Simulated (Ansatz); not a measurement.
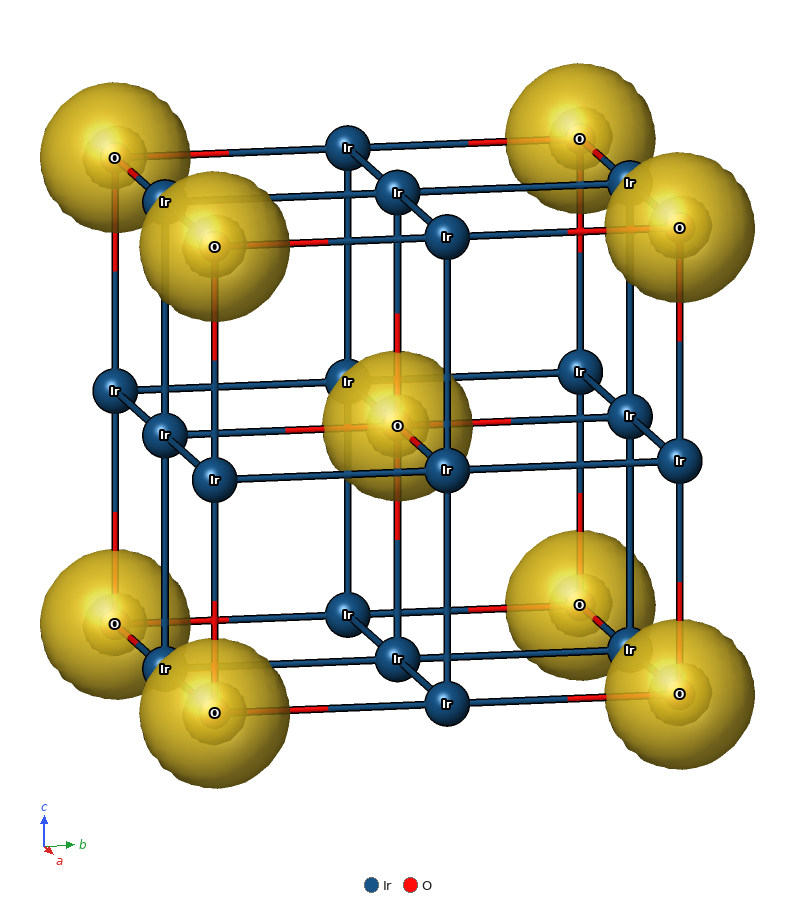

Ir3O. Isosurface of the ELF at 0.7 (yellow), seen slightly off an axis. Core shells and regions of very low density are left out. Sticks mark near contacts.

Space group Im-3m; a structure generated by program, which may or may not match a known phase; computed without spin polarisation.

Computed with DFT PBE, scalar-relativistic, plane waves, PAW (Ansatz 0.2.0).

Input file:

```
crystal:
  lattice:
    - [-2.4764542149, 2.4764542149, 2.4764542149]
    - [2.4764542149, -2.4764542149, 2.4764542149]
    - [2.4764542149, 2.4764542149, -2.4764542149]
  atoms:
    - { symbol: Ir, position: [0.0, 0.5, 0.5] }
    - { symbol: Ir, position: [0.5, 0.0, 0.5] }
    - { symbol: Ir, position: [0.5, 0.5, 0.0] }
    - { symbol: O, position: [0.0, 0.0, 0.0] }
basis:
  ecutwfc: 420
kpoints:
  mp_grid: { grid: [14, 14, 14] }
hamiltonian:
  xc: pbe
scf:
  occupations: { method: gaussian, width: 0.1 }
output:
  forces: true
  stress: true
  eigenvalues: true
  write_density: true
  write_potential: true
  elf: true
  volumetric_format: npy
relax:
  adjacent_minimum: "off"
  f_tol: 0.01
  max_steps: 80
  cell: { stress_tol: 0.05 }
```

Run with:

```sh
ansatz run input.yaml --threads 1 --pin off --max-ram 2560MiB --backend cpu --events-out ev --progress --plain --runs-dir out
```

Below, planes, directions and counts refer to the conventional cell (a = 4.95 Å, b = 4.95 Å, c = 4.95 Å, α = 90.00°, β = 90.00°, γ = 90.00°).

The fields are those of the relaxed geometry.

What do the ELF domains correspond to?

Answer. The ELF exceeds this value in two regions wrapped around O (the valence shell of each), counted in one cell of 8 atoms. Any copies at cell faces, edges or corners count once.

Values along the shortest contacts:
Ir–Ir (2.47 Å): the ELF is about 0.35 at the midpoint. Ir–O (2.47 Å): the ELF is about 0.15 at the midpoint: no localised pair shows between them.

Does the calculation give a band gap?

Answer. It is gapless in this calculation (a metal or semimetal); semilocal functionals without U, or without the true magnetic order, often close the gap of such compounds.
